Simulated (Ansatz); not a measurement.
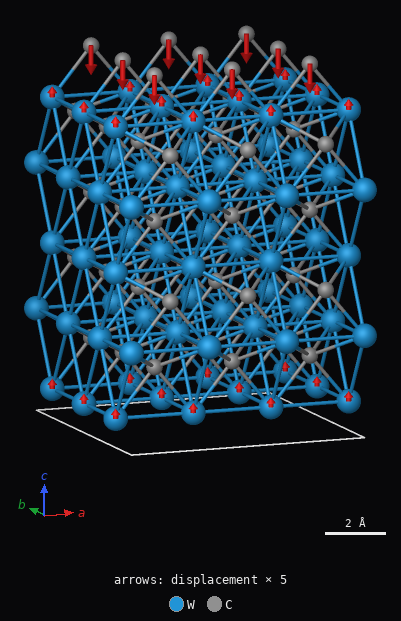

A relaxation of a slab of composition WC (cut from the P-6m2 phase). The starting structure is drawn; red arrows show the displacements, 5 times their true length.

A ball-and-stick model of the 3 × 3 repeat of the cell, outlined in the plane, without the vacuum, seen slightly off an axis.

Case: (1 0 0) slab, atoms relaxed. The slab is the (1 0 0) face of WC.

These are results of DFT PBEsol, scalar-relativistic, plane waves, PAW (Ansatz 0.2.0), not measurements.

Input
```yaml
crystal:
  lattice:
    - [2.8276119061, 0.0, 0.0]
    - [0.0, 2.8984136656, 0.0]
    - [0.0, 0.0, 26.7137993705]
  atoms:
    - { symbol: W, position: [0.0, 0.5, 0.2807537743] }
    - { symbol: C, position: [0.5, 0.5, 0.3433955531] }
    - { symbol: W, position: [0.0, 0.0, 0.3747164425] }
    - { symbol: C, position: [0.5, 0.0, 0.4373582212] }
    - { symbol: W, position: [0.0, 0.5, 0.4686791106] }
    - { symbol: C, position: [0.5, 0.5, 0.5313208894] }
    - { symbol: W, position: [0.0, 0.0, 0.5626417788] }
    - { symbol: C, position: [0.5, 0.0, 0.6252835575] }
    - { symbol: W, position: [0.0, 0.5, 0.6566044469] }
    - { symbol: C, position: [0.5, 0.5, 0.7192462257] }
basis:
  ecutwfc: 420
kpoints:
  mp_grid: { grid: [12, 12, 1] }
hamiltonian:
  xc: pbesol
scf:
  occupations: { method: gaussian, width: 0.1 }
output:
  forces: true
  eigenvalues: true
  write_density: true
  write_potential: true
  elf: true
  volumetric_format: npy
relax:
  adjacent_minimum: "off"
  f_tol: 0.02
  max_steps: 60
efield:
  axis: 3
  dipole_correction: true
  ramp_width: 0.04
```

Run as
```bash
ansatz run input.yaml --threads 1 --pin off --max-ram 2560MiB --backend cpu --events-out ev --progress --plain --runs-dir out
```

> Atoms of which element are displaced furthest, and by how much?

Carbon: up to 0.21 Å, against 0.07 Å for tungsten.

> What did the optimiser do to the structure, and how much energy did it gain?

The atom that moves furthest relative to the layer's centre is C10 (0.21 Å along the normal (−c)). By element the largest moves are C 0.21 Å, W 0.07 Å. The cell doesn't change. Among the contacts that change: W9–C10 2.191 → 1.985 Å, W1–C2 2.191 → 2.124 Å, W7–W9 2.898 → 2.952 Å, W1–W3 2.898 → 2.862 Å. Among the angles between lasting bonds that change: W9–C10–W9 80.4° → 90.8°, W9–C8–W9 135.1° → 131.6°, W1–C2–W1 80.4° → 83.5°. Over 3 accepted moves (5 points after the start) the energy falls by 0.512 eV per cell of the calculation. Largest force component: 2.9 eV/Å at the start, 0.016 eV/Å at the end. The line search rejected the trial step at point 2 of the run. 1 step only repeated the SCF at the same geometry.
